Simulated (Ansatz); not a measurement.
System: ZrS₂, space group P-3m1 (No. 164).

Structure:
```
CELL_PARAMETERS angstrom
3.61911 0.00000 0.00000
-1.80955 3.13424 0.00000
0.00000 0.00000 5.79610
ATOMIC_POSITIONS crystal
Zr 0.00000 0.00000 0.00000
S 0.33333 0.66667 0.25113
S 0.66667 0.33333 0.74887
```

Method: Born effective charges by linear response at the zone centre, in units of the proton charge, Cartesian axes of the given cell; plane waves with PAW datasets (Ansatz 0.2.0). Level: PBEsol, no spin polarisation.

wave cutoff 420 eV; k mesh 12×12×6; occupations fixed; volume relative to the relaxed cell 0.98.

Predict the mean Born effective charge of each atom. The cases: Zr; S 1; S 2.

The largest in size is that of Zr, 5.34 e, and the charges add up to 0.00 e. Zr is the most anisotropic: its diagonal components run from 2.04 to 6.99 e.

```csv
atom,mean Born effective charge (e),Born charge xx (e),Born charge zz (e)
Zr,5.34,6.994,2.042
S 1,-2.67,-3.497,-1.021
S 2,-2.67,-3.497,-1.021
```

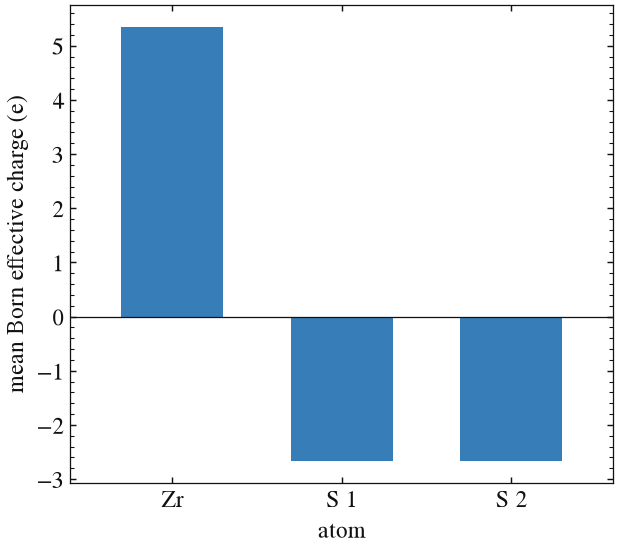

Keep in mind: a crossing between the sampled k points may be missed.
